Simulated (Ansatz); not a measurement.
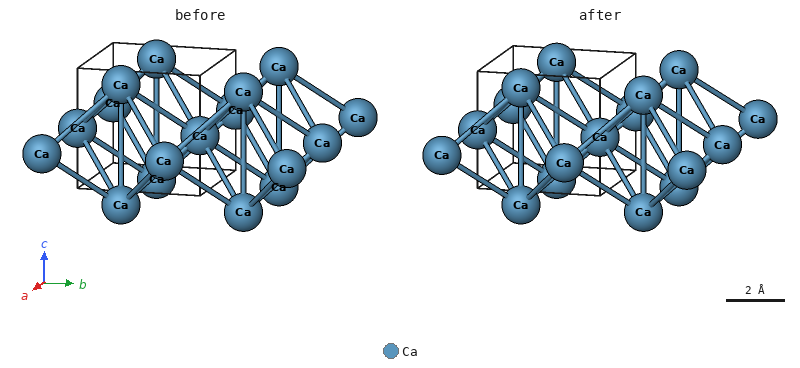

The structure of a crystal of Ca (set up in I4/mmm) before (left) and after (right) a relaxation, at one scale.

A ball-and-stick model of the cell of the calculation, repeated 2 × 2 × 1 with one cell outlined, seen slightly off an axis.

Case: biaxial strain in the a-b plane of +2.0 %; c and atoms relaxed.

Method: DFT PBEsol, scalar-relativistic, plane waves, PAW in Ansatz. Set-up: plane-wave cutoff 420 eV; k-point mesh 10 × 10 × 10; occupations gaussian; smearing width 0.1 eV; no spin polarisation; cell relaxed at fixed a, b, gamma; force threshold 0.008 eV/Å; at most 40 steps.

**Describe what moved and what it gained.**

The energy falls by 1.7 meV per atom in 3 accepted moves (4 points after the start). All forces vanish by symmetry, so only the cell relaxes. Pressure: −0.41 GPa at the start and 0.02 GPa at the end. The SCF was repeated once at an unchanged geometry on a basis and grid sized afresh for the cell, which shifted the energy by less than 0.05 meV per atom at most. The atoms keep their places relative to the cell (all moves are under 0.005 Å). The drawn cell changes as follows: a = b unchanged at 4.414 Å, c 4.254 → 4.142 Å (−2.7 %); the volume changes by −2.7 %. Some distances before and after: Ca–Ca 4.254 → 4.142 Å, Ca–Ca 3.777 → 3.746 Å. The space group stays I4/mmm (No. 139).
